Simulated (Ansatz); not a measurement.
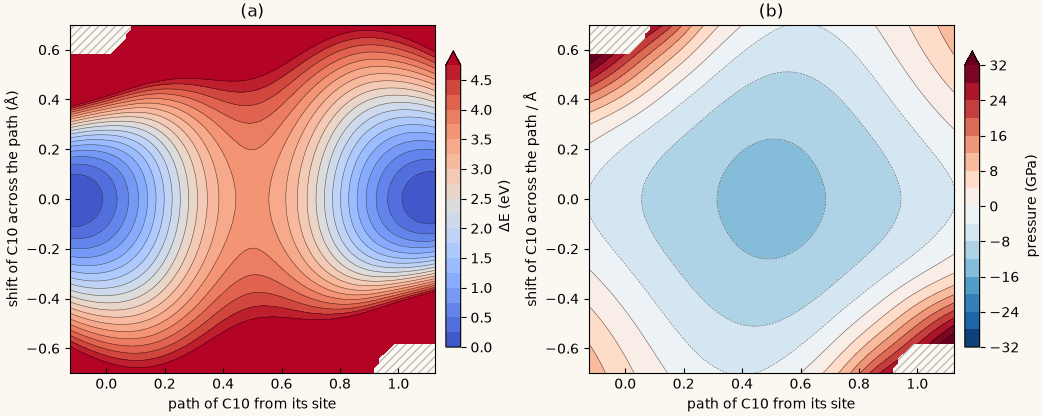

C (Fd-3m phase) with one C vacancy (15 atoms in the cell). An atom moved over a plane that holds its own site and a neighbouring vacancy (x along [2 −2 1] of the conventional cell). The first coordinate is: path of C10 from its site (0) to the vacancy (1), 1.539 Å; the second: shift of C10 across the path, along the Cartesian direction [−1 1 2]. Nothing is relaxed (all other atoms held at the sites of the perfect crystal). The scan uses an 11 × 9 grid; 48 points were computed and 47 follow by symmetry. At 4 points there is no value (left out of the scan, as a rule where atoms come close). Points are written as (first, second). Energies are in eV per cell, from the lowest grid point. Method: Ansatz, DFT PBEsol, scalar-relativistic, plane waves, PAW. Settings: cutoff 420 eV, k-mesh 6×6×6, gaussian smearing 0.05 eV, no spin polarisation.

Panel (a) is the energy and panel (b) the computed pressure on the same grid.

In the figure: filled contours, one colour for all values above the top of the scale, hatched blanks where no value was computed. Between grid points the surface is interpolated.

Q: How does the pressure vary over the map, and what is it at the lowest grid point?

A: Leaving out the highest fifth of the energies, it runs from −13.2 GPa at (0.500, 0.000 Å) [nearest 6 C at 1.94 Å] to 8.3 GPa at (−0.125, 0.350 Å) [nearest 1 C at 1.15 Å]. At the lowest grid point, (−0.125, 0.000 Å) [nearest 3 C at 1.49 Å], it is −4.2 GPa. That point lies on the edge of the scan.

PAW datasets: the set soft_1.
